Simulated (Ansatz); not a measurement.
Input

```
crystal:
  lattice:
    - [4.9824883855, -2.4543465223, -0.0333434968]
    - [4.9824883855, 2.4543465223, -0.0333434968]
    - [-2.6156690231, 0.0, 6.5123393063]
  atoms:
    - { symbol: V, position: [0.0, 0.0, 0.5], spin: 1.47 }
    - { symbol: V, position: [0.0, 0.0, 0.0], spin: 1.47 }
    - { symbol: V, position: [0.3658940451, 0.3786546486, 0.2820060186], spin: 1.29 }
    - { symbol: V, position: [0.3786546486, 0.3658940451, 0.7820060186], spin: 1.29 }
    - { symbol: V, position: [0.6213453514, 0.6341059549, 0.2179939814], spin: 1.29 }
    - { symbol: V, position: [0.6341059549, 0.6213453514, 0.7179939814], spin: 1.29 }
    - { symbol: O, position: [0.5750421071, 0.2598802648, 0.5552171686] }
    - { symbol: O, position: [0.2598802648, 0.5750421071, 0.0552171686] }
    - { symbol: O, position: [0.1927237885, 0.8072762115, 0.75] }
    - { symbol: O, position: [0.8072762115, 0.1927237885, 0.25] }
    - { symbol: O, position: [0.0420024454, 0.3435583065, 0.6621541353] }
    - { symbol: O, position: [0.3435583065, 0.0420024454, 0.1621541353] }
    - { symbol: O, position: [0.4249578929, 0.7401197352, 0.4447828314] }
    - { symbol: O, position: [0.7401197352, 0.4249578929, 0.9447828314] }
    - { symbol: O, position: [0.9579975546, 0.6564416935, 0.3378458647] }
    - { symbol: O, position: [0.6564416935, 0.9579975546, 0.8378458647] }
basis:
  ecutwfc: 420
kpoints:
  mp_grid: { grid: [8, 8, 6] }
hamiltonian:
  xc: pbesol
scf:
  occupations: { method: gaussian, width: 0.1 }
output:
  forces: true
  stress: true
  eigenvalues: true
  populations: true
  write_density: true
  write_potential: true
  elf: true
  volumetric_format: npy
magnetization:
  spin_polarized: true
relax:
  adjacent_minimum: "off"
  f_tol: 0.005
  max_steps: 80
  cell: { stress_tol: 0.05 }
```

Command:

```sh
ansatz run input.yaml --threads 4 --pin off --max-ram 10240MiB --backend cpu --events-out ev --progress --plain --runs-dir out
```

Below, planes, directions and counts refer to the conventional cell (a = 9.96 Å, b = 4.91 Å, c = 7.02 Å, α = 90.00°, β = 112.26°, γ = 90.00°).

Space group C2/c; spin-polarised.

Computed with DFT PBEsol, scalar-relativistic, plane waves, PAW in Ansatz 0.2.0.

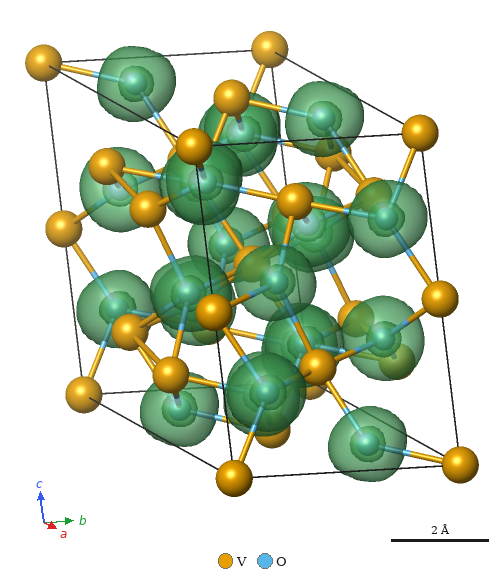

V3O5. Isosurface of the electron localisation function at 0.7 (green), seen slightly off an axis. Core shells and regions of very low density are left out. Sticks mark near contacts.

In a PAW calculation such maps are meaningful between the atoms, not at the nuclei.

**What do the ELF domains correspond to?**

The ELF exceeds this value in 20 regions wrapped around O (the valence shell of each), counted in one cell of 32 atoms. Any copies at cell faces, edges or corners count once.

Values along the shortest contacts:
V–O (1.83 Å): the ELF peaks at about 0.85 in the valence shell of O, 0.6 Å from its nucleus, and is about 0.20 at the midpoint: no localised pair shows between them. V–V (2.75 Å): the ELF is about 0.10 at the midpoint; no localised pair shows between them.
